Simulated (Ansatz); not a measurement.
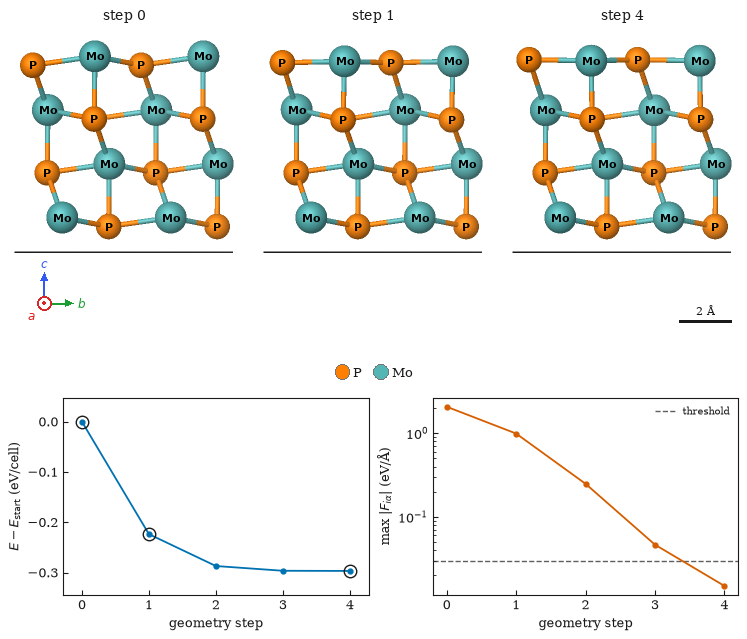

Frames of a constrained relaxation of a slab of composition MoP (cut from the P-6m2 phase), marked on the history of the run. Style: ball-and-stick. Shown: the 2 × 2 repeat of the cell, outlined in the plane, without the vacuum, along the a axis.

Case: clean slab, lower half held. The slab is the (1 0 1) face of MoP. 4 atoms are held fixed.

These are results of DFT PBEsol, scalar-relativistic, plane waves, PAW in Ansatz, not measurements.

Input file:
```yaml
crystal:
  lattice:
    - [3.2062346807, 0.0, 0.0]
    - [-1.6031173403, 4.2172371561, 0.0]
    - [0.0, 0.0, 23.6179833858]
  atoms:
    - { symbol: P, position: [0.4306277982, 0.8612555964, 0.3598952485] }
    - { symbol: Mo, position: [0.7167533578, 0.4335067157, 0.3746431171] }
    - { symbol: P, position: [0.147381156, 0.2947623121, 0.44838246] }
    - { symbol: Mo, position: [0.4335067157, 0.8670134314, 0.4631303286] }
    - { symbol: P, position: [0.8641345139, 0.7282690278, 0.5368696714] }
    - { symbol: Mo, position: [0.1502600735, 0.3005201471, 0.55161754] }
    - { symbol: P, position: [0.5808878717, 0.1617757435, 0.6253568829] }
    - { symbol: Mo, position: [0.8670134314, 0.7340268627, 0.6401047515] }
basis:
  ecutwfc: 420
kpoints:
  mp_grid: { grid: [10, 7, 1] }
hamiltonian:
  xc: pbesol
scf:
  occupations: { method: gaussian, width: 0.1 }
output:
  forces: true
  eigenvalues: true
relax:
  adjacent_minimum: "off"
  f_tol: 0.03
  max_steps: 70
  constraints: [{ sites: [0, 1, 2, 3] }]
efield:
  axis: 3
  dipole_correction: true
  ramp_width: 0.04
```

Launched with:
```bash
ansatz run input.yaml --threads 2 --pin off --max-ram 5120MiB --backend cpu --events-out ev --progress --plain --runs-dir out
```

**Describe the path.**

Over 4 geometry steps the energy falls by 0.297 eV per cell of the calculation. Largest force component: 2.1 eV/Å at the start, 0.015 eV/Å at the end. P7 moves most: 0.22 Å at 17° to the normal (+c side). By element the largest moves are P 0.22 Å, Mo 0.18 Å. The cell stays as it was. Among the contacts that change: Mo6–P7 2.438 → 2.617 Å, P5–Mo8 2.438 → 2.285 Å, Mo6–Mo8 3.206 → 3.065 Å, P7–Mo8 2.438 → 2.412 Å. Bond angles that change, for instance: P5–Mo8–P7 81.2° → 91.7°, Mo6–P7–Mo8 135.4° → 125.5°, P5–Mo8–P7 82.2° → 90.3°. From step 0 to 1: Mo8 moves most (0.20 Å), energy −0.224 eV per cell of the calculation. From step 1 to 4: P7 moves most (0.15 Å), energy −73.1 meV per cell of the calculation.

```json
{"step": "0", "E − E(0), meV/atom": "0.00", "largest force component, eV/Å": "2.0775"}
{"step": "1", "E − E(0), meV/atom": "-27.95", "largest force component, eV/Å": "0.9925"}
{"step": "2", "E − E(0), meV/atom": "-35.87", "largest force component, eV/Å": "0.2490"}
{"step": "3", "E − E(0), meV/atom": "-37.05", "largest force component, eV/Å": "0.0466"}
{"step": "4", "E − E(0), meV/atom": "-37.09", "largest force component, eV/Å": "0.0150"}
```
